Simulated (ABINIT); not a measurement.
Hubbard response calculation, with input and output: CoO (part 3 of 4)

CoO (Fm-3m, 2 atoms in the cell); Kohn-Sham DFT of a periodic cell, BLYP, DFT+U, JTH PAW PBE v2.0, spin-polarised (ABINIT 10.8.3); cutoff 598.65 eV, 6×6×6 k-mesh, fermi-dirac of 0.05 eV, collinear spins. The structure derives from an entry of the Crystallography Open Database.

Geometry of the input (Å; fractional positions):
```
0.0000  2.1315  2.1315
2.1315  0.0000  2.1315
2.1315  2.1315  0.0000
Co 0.0000  0.0000  0.0000
O  0.5000  0.5000  0.5000
```

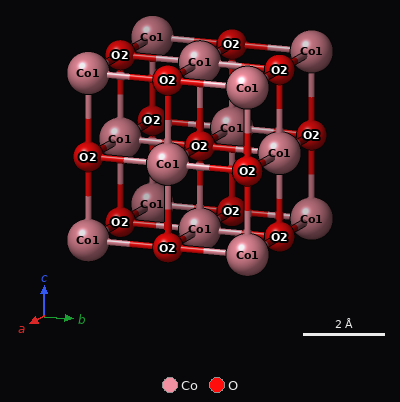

The input geometry (ball-and-stick view of the cell 4 times as large as that of the calculation, set on its symmetry axes, seen slightly off an axis; atoms are numbered from 1 in the order of the input). An atom can appear more than once, as a periodic image.

Log, continued:
```
 ------------------------------------------------------------------------------------------------------------
  Sum:                11.236139     8.580378     19.816516     2.655761
 Total magnetization (from the atomic spheres):                2.655761
 Total magnetization (exact up - dn):                          2.716684

 ---------- DFT+U DATA ---------------------------------------------------

 ====== For Atom     1, occupations for correlated orbitals. lpawu =   2

 Atom   1. Occ. for lpawu and for spin  1 =   4.60735
 Atom   1. Occ. for lpawu and for spin  2 =   2.22143
 => On atom   1,  local Mag. for lpawu is       -2.385915

 == Occupation matrix for correlated orbitals:

 Occupation matrix for spin  1
     0.92597   -0.00000   -0.00000    0.00000    0.00000
    -0.00000    0.92597   -0.00000   -0.00000    0.00000
    -0.00000   -0.00000    0.91472    0.00000    0.00000
     0.00000   -0.00000    0.00000    0.92597    0.00000
     0.00000    0.00000    0.00000    0.00000    0.91472

 Occupation matrix for spin  2
     0.64535    0.00000    0.00000   -0.00000   -0.00000
     0.00000    0.64539    0.00000    0.00000   -0.00000
     0.00000    0.00000    0.14265   -0.00000   -0.00000
    -0.00000    0.00000   -0.00000    0.64539   -0.00000
    -0.00000   -0.00000   -0.00000   -0.00000    0.14265

 ---------- calculate U, (J) start ----------

 All pawujat  ok and equal to   1
 macro_uj=1 and nspden=2: standard determination of Hubbard U-parameter

*********************************************************************
************************  Linear Response U  ************************

 Info printed for perturbed atom:    1

  Perturbations           Occupations
 --------------- -----------------------------
    alpha [eV]     Unscreened      Screened
 --------------- -----------------------------
   0.0000000000   6.8336951207   6.8336951207
   0.0500000000   6.8295944546   6.8287769382

                    Scalar response functions:
                    Chi0 [eV^-1]:     -0.18225
                    Chi [eV^-1]:      -0.09836

 The scalar U from the two-point regression scheme is   4.67944 eV.
*********************************************************************
*********************************************************************
Note: For more reliable linear regressions of the response
matrices, it is advised that you have more than two points.
See the LRUJ protocol for more information.

 URES      ii    nat       r_max    U(J)[eV]   U_ASA[eV]   U_inf[eV]
 URES       1      1     0.00000     1.16986     0.97000     0.87806
 URES       2      8     8.05590     4.10173     3.40099     3.07863
 URES       3     27     9.86640     4.50635     3.73648     3.38233
 URES       4     64    16.11180     4.60634     3.81939     3.45738
 URES       5    125    17.08920     4.64201     3.84896     3.48415
 URES       6    216    24.16770     4.65778     3.86204     3.49598

 ---------- calculate U, (J) end --------------

================================================================================

 ----iterations are completed or convergence reached----

 Mean square residual over all n,k,spin=   18.269E-15; max=  27.580E-12
 reduced coordinates (array xred) for    2 atoms
       0.000000000000      0.000000000000      0.000000000000
       0.500000000000      0.500000000000      0.500000000000
 rms dE/dt=  7.4958E-06; max dE/dt=  9.1749E-06; dE/dt below (all hartree)
    1      -0.000000005906      0.000009174867      0.000009170308
    2      -0.000000000081     -0.000009188148     -0.000009188549

 cartesian coordinates (angstrom) at end:
    1      0.00000000000000     0.00000000000000     0.00000000000000
    2      2.13150165856180     2.13150165856180     2.13150165856180

 cartesian forces (hartree/bohr) at end:
    1     -0.00000227955010     0.00000000061951     0.00000000010346
    2      0.00000227955010    -0.00000000061951    -0.00000000010346
 frms,max,avg= 1.3160989E-06 2.2795501E-06   1.585E-09  6.794E-10  6.375E-11 h/b

 cartesian forces (eV/Angstrom) at end:
    1     -0.00011721917889     0.00000003185629     0.00000000531998
    2      0.00011721917889    -0.00000003185629    -0.00000000531998
 frms,max,avg= 6.7676527E-05 1.1721918E-04   8.150E-08  3.494E-08  3.278E-09 e/A
 length scales=  1.000000000000  1.000000000000  1.000000000000 bohr
              =  0.529177210544  0.529177210544  0.529177210544 angstroms
 Fermi (or HOMO) energy (hartree) =   0.39112   Average Vxc (hartree)=  -0.41885
 Magnetization (Bohr magneton)=  2.71668863E+00
 Total spin up =  1.28583443E+01   Total spin down =  1.01416557E+01
 Eigenvalues (hartree) for nkpt= 112  k points, SPIN UP:
 kpt#   1, nband= 16, wtk=  0.00463, kpt=  0.0000  0.0000  0.0000 (reduced coord)
  -3.15692   -1.80977   -1.80977   -1.80976   -0.34772    0.27572    0.27572    0.27572
   0.28029    0.28029    0.28555    0.28555    0.28555    0.43583    1.03435    1.06599
      occupation numbers for kpt#   1
   1.00000    1.00000    1.00000    1.00000    1.00000    1.00000    1.00000    1.00000
   1.00000    1.00000    1.00000    1.00000    1.00000    0.00000    0.00000    0.00000
 prteigrs : prtvol=0 or 1, do not print more k-points.

 Eigenvalues (hartree) for nkpt= 112  k points, SPIN DOWN:
 kpt#   1, nband= 16, wtk=  0.00463, kpt=  0.0000  0.0000  0.0000 (reduced coord)
  -3.05114   -1.70726   -1.70726   -1.70726   -0.33250    0.29249    0.29249    0.29249
   0.35090    0.35090    0.35090    0.39493    0.39493    0.45301    1.03248    1.08326
      occupation numbers for kpt#   1
   1.00000    1.00000    1.00000    1.00000    1.00000    1.00000    1.00000    1.00000
   1.00000    1.00000    1.00000    0.11160    0.11144    0.00000    0.00000    0.00000
 prteigrs : prtvol=0 or 1, do not print more k-points.

--- !EnergyTerms
iteration_state     : {dtset: 2, }
comment             : Components of total free energy in Hartree
kinetic             :  1.93027646294430E+01
hartree             :  4.26121347743651E+01
xc                  : -5.94314425500062E+00
Ewald energy        : -1.06281348087594E+02
psp_core            :  3.46883976500355E+00
local_psp           : -1.42566244357290E+02
PAW spherical_terms :  2.68957602103342E+01
internal            : -1.62511237320739E+02
'-kT*entropy'       : -1.23770625121509E-03
total_energy        : -1.62512475026990E+02
total_energy_eV     : -4.42218972774977E+03
...

--- !EnergyTermsDC
iteration_state     : {dtset: 2, }
comment             : '"Double-counting" decomposition of free energy'
band_energy         : -1.38493977419961E+01
Ewald energy        : -1.06281348087594E+02
psp_core            :  3.46883976500355E+00
xc_dc               : -4.08404441351996E+01
PAW spherical_terms : -4.99633031141358E+00
internal            : -1.62498680511200E+02
'-kT*entropy'       : -1.23770625121509E-03
total_energy_dc     : -1.62499918217451E+02
total_energy_dc_eV  : -4.42184803955539E+03
...

--- !EnergyTermsWithPAWCore
iteration_state     : {dtset: 2, }
comment             : 'Components of total free energy, including PAW core contributions'
Total energy        : -1.46904668741326E+03
Total energy DC     : -1.46903413060372E+03
Total energy (eV)   : -3.99747968245810E+04
Total energy DC (eV): -3.99744551363866E+04
...

 Cartesian components of stress tensor (hartree/bohr^3)
  sigma(1 1)= -1.01374761E-04  sigma(3 2)=  3.52965517E-10
  sigma(2 2)= -1.01374097E-04  sigma(3 1)= -3.54606553E-10
  sigma(3 3)= -1.01401579E-04  sigma(2 1)= -3.08521508E-10

-Cartesian components of stress tensor (GPa)         [Pressure=  2.9828E+00 GPa]
- sigma(1 1)= -2.98254845E+00  sigma(3 2)=  1.03846040E-05
- sigma(2 2)= -2.98252890E+00  sigma(3 1)= -1.04328850E-05
- sigma(3 3)= -2.98333745E+00  sigma(2 1)= -9.07701615E-06

================================================================================
== DATASET  3 ==================================================================

--- !DatasetInfo
iteration_state: {dtset: 3, }
dimensions: {natom: 2, nkpt: 112, mband: 16, nsppol: 2, nspinor: 1, nspden: 2, mpw: 656, }
cutoff_energies: {ecut:  22.0, pawecutdg:  44.0, }
electrons: {nelect:   2.30000000E+01, charge:   0.00000000E+00, occopt:   3.00000000E+00, tsmear:   1.83746611E-03, }
meta: {optdriver: 0, ionmov: 0, optcell: 0, iscf: 17, paral_kgb: 0, }
...

 Real(R)+Recip(G) space primitive vectors, cartesian coordinates (Bohr,Bohr^-1):
 R(1)=  0.0000000  4.0279544  4.0279544  G(1)= -0.1241325  0.1241325  0.1241325
 R(2)=  4.0279544  0.0000000  4.0279544  G(2)=  0.1241325 -0.1241325  0.1241325
 R(3)=  4.0279544  4.0279544  0.0000000  G(3)=  0.1241325  0.1241325 -0.1241325
 Unit cell volume ucvol=  1.3070242E+02 bohr^3
 Angles (23,13,12)=  6.00000000E+01  6.00000000E+01  6.00000000E+01 degrees

 Coarse grid specifications (used for wave-functions):

 getcut: wavevector=  0.0000  0.0000  0.0000  ngfft=  27  27  27
         ecut(hartree)=     22.000   => boxcut(ratio)=   2.16490

 Fine grid specifications (used for densities):

 getcut: wavevector=  0.0000  0.0000  0.0000  ngfft=  36  36  36
         ecut(hartree)=     44.000   => boxcut(ratio)=   2.11647
--------------------------------------------------------------------------------

-inwffil : will read wavefunctions from disk file runi_DS3_WFK

 ******************************************
 DFT+U Method used: FLL
 ******************************************

================================================================================

--- !BeginCycle
iteration_state: {dtset: 3, }
solver: {iscf: 17, nstep: 120, nline: 4, wfoptalg: 10, }
tolerances: {tolvrs: 1.00E-09, }
...

     iter   Etot(hartree)      deltaE(h)  residm     nres2   difmagsph maxmagsph
 ETOT  1  -162.48739059300    -1.625E+02 1.162E-07 1.239E-02 2.430E+00 2.430E+00
 ETOT  2  -162.48738846047     2.133E-06 3.795E-07 1.491E-02 1.362E-02 2.417E+00
 ETOT  3  -162.48737537223     1.309E-05 8.455E-08 2.900E-04 7.191E-03 2.424E+00
 ETOT  4  -162.48737506721     3.050E-07 5.321E-09 1.070E-05 3.657E-04 2.423E+00
 ETOT  5  -162.48737509230    -2.509E-08 2.177E-10 8.918E-06 1.469E-04 2.423E+00
 ETOT  6  -162.48737509642    -4.119E-09 1.241E-10 2.939E-07 4.748E-05 2.423E+00
 ETOT  7  -162.48737509714    -7.229E-10 2.698E-11 3.548E-08 1.339E-05 2.423E+00
 ETOT  8  -162.48737509730    -1.616E-10 6.990E-12 1.486E-09 8.125E-06 2.423E+00
 ETOT  9  -162.48737509731    -1.990E-12 1.344E-11 6.410E-10 6.870E-07 2.423E+00

 At SCF step    9       nres2   =  6.41E-10 < tolvrs=  1.00E-09 =>converged.

 Cartesian components of stress tensor (hartree/bohr^3)
  sigma(1 1)= -1.04917441E-04  sigma(3 2)=  3.42955887E-10
  sigma(2 2)= -1.04916820E-04  sigma(3 1)= -3.46523016E-10
  sigma(3 3)= -1.04944292E-04  sigma(2 1)= -2.96510340E-10

--- !ResultsGS
iteration_state: {dtset: 3, }
comment   : Summary of ground state results
lattice_vectors:
- [  0.0000000,   4.0279544,   4.0279544, ]
- [  4.0279544,   0.0000000,   4.0279544, ]
- [  4.0279544,   4.0279544,   0.0000000, ]
lattice_lengths: [   5.69639,    5.69639,    5.69639, ]
lattice_angles: [ 60.000,  60.000,  60.000, ] # degrees, (23, 13, 12)
lattice_volume:   1.3070242E+02
convergence: {deltae: -1.990E-12, res2:  6.410E-10, residm:  1.344E-11, diffor: null, }
etotal    :  -1.62487375E+02
entropy   :   0.00000000E+00
fermie    :   3.92111052E-01
cartesian_stress_tensor: # hartree/bohr^3
- [ -1.04917441E-04,  -2.96510340E-10,  -3.46523016E-10, ]
- [ -2.96510340E-10,  -1.04916820E-04,   3.42955887E-10, ]
- [ -3.46523016E-10,   3.42955887E-10,  -1.04944292E-04, ]
pressure_GPa:   3.0870E+00
xred      :
- [  0.0000E+00,   0.0000E+00,   0.0000E+00, Co]
- [  5.0000E-01,   5.0000E-01,   5.0000E-01,  O]
cartesian_forces: # hartree/bohr
- [ -2.28264276E-06,  -6.83485473E-11,  -1.63392369E-10, ]
- [  2.28264276E-06,   6.83485473E-11,   1.63392369E-10, ]
force_length_stats: {min:   2.28264277E-06, max:   2.28264277E-06, mean:   2.28264277E-06, }
...

 Integrated electronic and magnetization densities in atomic spheres:
 ------------------------------------------------------------------------------------------------------------
 Radius=ratsph(iatom), smearing ratsm=  0.0000. Diff(up-dn)=approximate z local magnetic moment.
    Atom    Radius    up_density   dn_density  Total(up+dn)  Diff(up-dn)
    1 Co   2.10903     8.855604     6.432140     15.287744     2.423464
    2  O   1.41465     2.380984     2.145574      4.526558     0.235409
 ------------------------------------------------------------------------------------------------------------
  Sum:                11.236588     8.577714     19.814301     2.658874
 Total magnetization (from the atomic spheres):                2.658874
 Total magnetization (exact up - dn):                          2.719569

 ---------- DFT+U DATA ---------------------------------------------------

 ====== For Atom     1, occupations for correlated orbitals. lpawu =   2

 Atom   1. Occ. for lpawu and for spin  1 =   4.60671
 Atom   1. Occ. for lpawu and for spin  2 =   2.21713
 => On atom   1,  local Mag. for lpawu is       -2.389587

 == Occupation matrix for correlated orbitals:

 Occupation matrix for spin  1
     0.92571   -0.00000   -0.00000    0.00000    0.00000
    -0.00000    0.92571   -0.00000   -0.00000    0.00000
    -0.00000   -0.00000    0.91480    0.00000    0.00000
     0.00000   -0.00000    0.00000    0.92571    0.00000
     0.00000    0.00000    0.00000    0.00000    0.91480

 Occupation matrix for spin  2
     0.64456    0.00000    0.00000   -0.00000   -0.00000
     0.00000    0.64461    0.00000    0.00000   -0.00000
     0.00000    0.00000    0.14167   -0.00000   -0.00000
    -0.00000    0.00000   -0.00000    0.64461   -0.00000
    -0.00000   -0.00000   -0.00000   -0.00000    0.14168

 ---------- calculate U, (J) start ----------

 All pawujat  ok and equal to   1
 macro_uj=1 and nspden=2: standard determination of Hubbard U-parameter

*********************************************************************
************************  Linear Response U  ************************

 Info printed for perturbed atom:    1

  Perturbations           Occupations
 --------------- -----------------------------
    alpha [eV]     Unscreened      Screened
 --------------- -----------------------------
   0.0000000000   6.8336951207   6.8336951207
   0.1000000000   6.8254325190   6.8238332330

                    Scalar response functions:
                    Chi0 [eV^-1]:     -0.18361
                    Chi [eV^-1]:      -0.09862

 The scalar U from the two-point regression scheme is   4.69382 eV.
*********************************************************************
*********************************************************************
Note: For more reliable linear regressions of the response
matrices, it is advised that you have more than two points.
See the LRUJ protocol for more information.

 URES      ii    nat       r_max    U(J)[eV]   U_ASA[eV]   U_inf[eV]
 URES       1      1     0.00000     1.17346     0.97298     0.88076
 URES       2      8     8.05590     4.11434     3.41144     3.08809
 URES       3     27     9.86640     4.52020     3.74796     3.39272
 URES       4     64    16.11180     4.62050     3.83112     3.46800
 URES       5    125    17.08920     4.65627     3.86079     3.49485
 URES       6    216    24.16770     4.67209     3.87390     3.50673

 ---------- calculate U, (J) end --------------

================================================================================

 ----iterations are completed or convergence reached----

 Mean square residual over all n,k,spin=   98.952E-16; max=  13.437E-12
 reduced coordinates (array xred) for    2 atoms
       0.000000000000      0.000000000000      0.000000000000
       0.500000000000      0.500000000000      0.500000000000
 rms dE/dt=  7.5076E-06; max dE/dt=  9.1896E-06; dE/dt below (all hartree)
    1       0.000000001779      0.000009189602      0.000009188587
    2      -0.000000000088     -0.000009200476     -0.000009200726

 cartesian coordinates (angstrom) at end:
    1      0.00000000000000     0.00000000000000     0.00000000000000
    2      2.13150165856180     2.13150165856180     2.13150165856180

 cartesian forces (hartree/bohr) at end:
    1     -0.00000228264276    -0.00000000006835    -0.00000000016339
    2      0.00000228264276     0.00000000006835     0.00000000016339
 frms,max,avg= 1.3178844E-06 2.2826428E-06   1.533E-09 -2.643E-11 -1.836E-10 h/b
```
